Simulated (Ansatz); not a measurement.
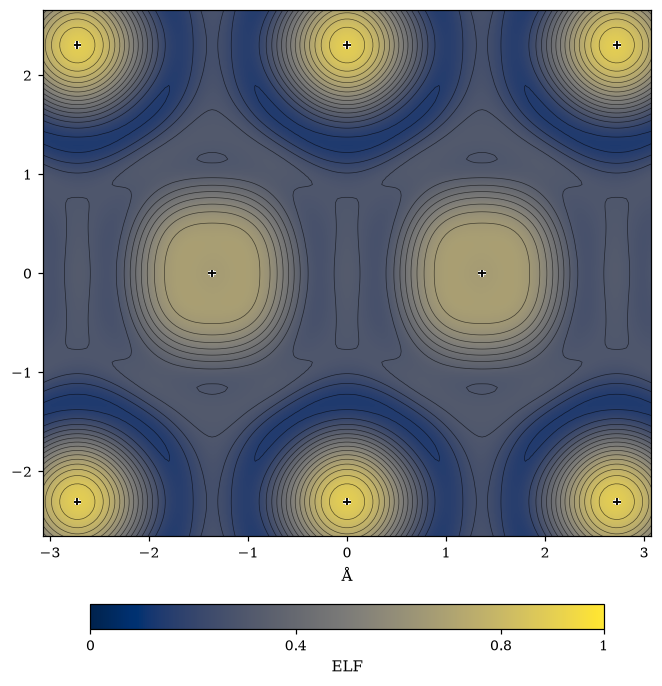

The electron localisation function on a plane through atoms (crosses mark nuclei in the plane).

Computed with Ansatz, DFT PBE, scalar-relativistic, plane waves, PAW.

Candidates:
A. Te$_{2}$Mo, a = 3.52 Å, b = 3.52 Å, c = 13.96 Å, α = 90.00°, β = 90.00°, γ = 120.00°. Space group P6₃/mmc; computed pressure about 2 GPa in this cell; computed without spin polarisation.
B. Te$_{2}$Pt, a = 4.03 Å, b = 4.03 Å, c = 5.22 Å, α = 90.00°, β = 90.00°, γ = 120.00°. Space group P-3m1; not relaxed (largest force 0.6 eV/Å); computed pressure about 6 GPa in this cell.
C. FePt, a = 2.72 Å, b = 2.72 Å, c = 3.72 Å, α = 90.00°, β = 90.00°, γ = 90.00°. Space group P4/mmm; computed pressure about 3 GPa in this cell; spin-polarised.

Which candidate gave the map?

Answer. Candidate C: FePt on the (101) plane of the conventional cell, which holds Fe and Pt. Fe–Pt (2.68 Å): the ELF is about 0.30 at the midpoint. Fe–Fe (2.72 Å): the ELF is about 0.25 at the midpoint: no shared electron pair shows on this line.
